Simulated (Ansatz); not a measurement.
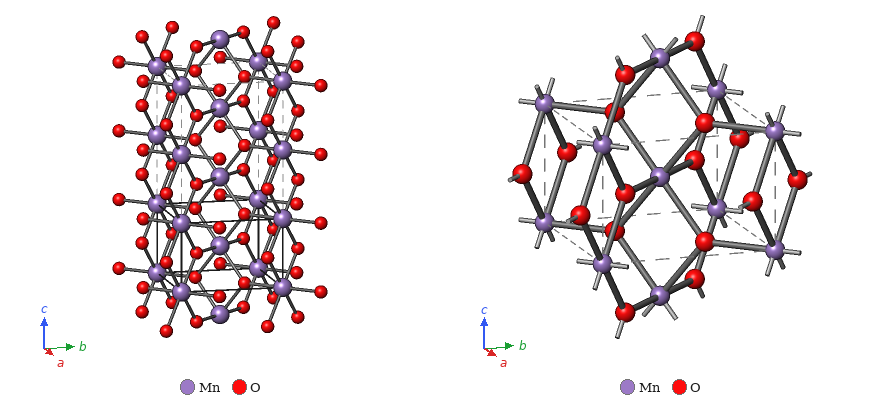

Left: the structure. Right: its underlying net. Nodes are coloured by element. Edges to nodes outside the piece are drawn as stubs.

The compound is MnO2 (space group P4_2/mnm, No. 136), taken as the end point of a relaxation at a target pressure of 60 GPa with DFT PBE+U, scalar-relativistic, plane waves, PAW in Ansatz.

Bonds are taken as Mn–O below 2 Å. Atoms with one bond or none are removed and atoms with two bonds are replaced by edges, until no such atom is left.

The result is a binodal (3,6)-connected, three-periodic net: O is a 3-connected node; Mn is a 6-connected node, in the ratio 2:1. It is the rtl net, known from rutile. It is a single net, without interpenetration.

```
node  links  point symbol      coordination sequence
   O      3          4·6²   3 14 19 62 51 144 99 254
  Mn      6     4²·6¹⁰·8³  6 10 38 34 102 74 198 130
```
